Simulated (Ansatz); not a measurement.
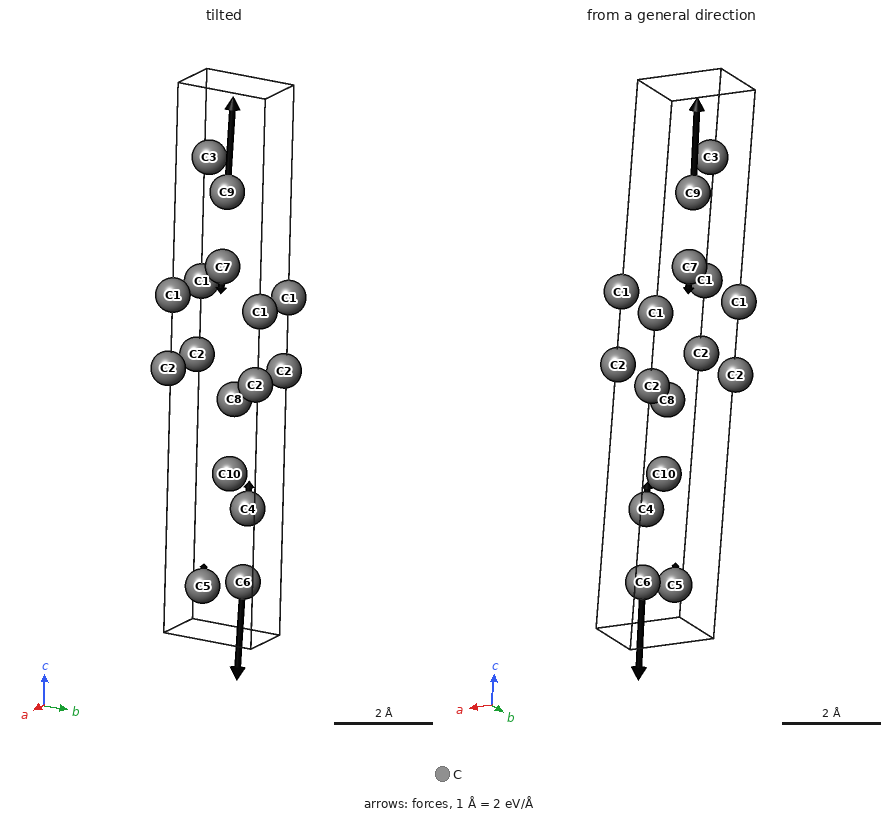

A spheres-only rendering, viewed slightly off an axis and from a general direction. The wireframe shows the simulation cell. The arrows are the computed forces on the atoms.

System: C. Electronic-structure method: Ansatz 0.2.0, DFT LDA, scalar-relativistic, plane waves, PAW. Parameters: a cutoff energy of 420 eV, Brillouin-zone sampling on a 10×10×3 mesh, Gaussian smearing of 0.05 eV, no spin polarisation.

> Are the forces small enough to call this converged?

No. The atoms still feel forces of up to about 3.4 eV/Å, far above a usual threshold of 0.01 to 0.03 eV/Å.

The structure comes from an entry, possibly a prediction, of the Crystallography Open Database. The cell was then strained or its atoms displaced on purpose. It went into a calculation with Ansatz.
